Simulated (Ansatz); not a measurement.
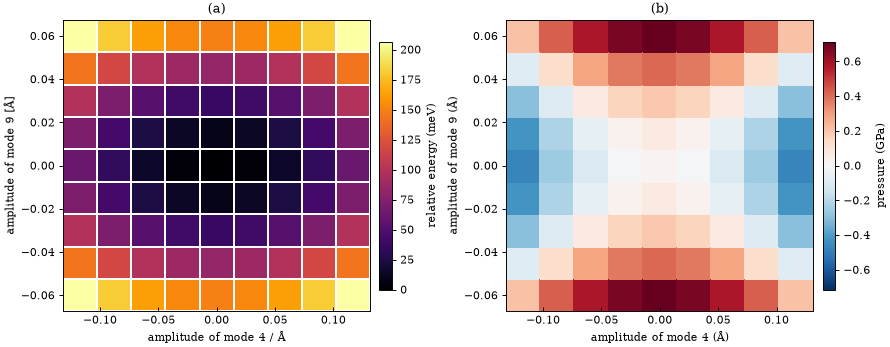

Si (Fd-3m, No. 227; 4 atoms in the cell). The energy is mapped over two normal modes frozen in (zone-centre modes of the 4-atom cell of this scan, which folds in the wave vector (0, 1/2, 1/2) of the primitive cell). The first coordinate is: amplitude of mode 4 (145 cm⁻¹), largest displacement; the second: amplitude of mode 9 (447 cm⁻¹), largest displacement. Nothing is relaxed (the cell and all other modes fixed). Grid: 9 × 9 points; 25 points were computed and 56 follow by symmetry. Points are written as (first, second). All energies are given in meV per cell relative to the lowest grid point. These are results of DFT PBE, scalar-relativistic, plane waves, PAW (Ansatz 0.2.0), not measurements. Settings: cutoff 420 eV, k-mesh 8×8×6 in the order of the run's cell vectors, gaussian smearing 0.05 eV, no spin polarisation.

Panel (a) is the energy and panel (b) the computed pressure on the same grid.

The picture shows one coloured cell a grid point.

How does the pressure vary over the map, and what is it at the lowest grid point?

Answer. It runs from −0.47 GPa at (−0.117 Å, 0.000 Å) to 0.71 GPa at (0.000 Å, −0.060 Å). At the lowest grid point, (0.000 Å, 0.000 Å), it is 0.02 GPa.

| second ↓, first → | −0.117 | −0.088 | −0.059 | −0.029 | 0.000 | 0.029 | 0.059 | 0.088 | 0.117 |
| --- | --- | --- | --- | --- | --- | --- | --- | --- | --- |
| 0.060 | 0.21 | 0.42 | 0.58 | 0.68 | 0.71 | 0.68 | 0.58 | 0.42 | 0.21 |
| 0.045 | −0.09 | 0.12 | 0.28 | 0.38 | 0.41 | 0.38 | 0.28 | 0.12 | −0.09 |
| 0.030 | −0.30 | −0.09 | 0.06 | 0.16 | 0.19 | 0.16 | 0.06 | −0.09 | −0.30 |
| 0.015 | −0.43 | −0.22 | −0.07 | 0.03 | 0.06 | 0.03 | −0.07 | −0.22 | −0.43 |
| 0.000 | −0.47 | −0.26 | −0.11 | −0.01 | 0.02 | −0.01 | −0.11 | −0.26 | −0.47 |
| −0.015 | −0.43 | −0.22 | −0.07 | 0.03 | 0.06 | 0.03 | −0.07 | −0.22 | −0.43 |
| −0.030 | −0.30 | −0.09 | 0.06 | 0.16 | 0.19 | 0.16 | 0.06 | −0.09 | −0.30 |
| −0.045 | −0.09 | 0.12 | 0.28 | 0.38 | 0.41 | 0.38 | 0.28 | 0.12 | −0.09 |
| −0.060 | 0.21 | 0.42 | 0.58 | 0.68 | 0.71 | 0.68 | 0.58 | 0.42 | 0.21 |

PAW datasets: the set soft_1.
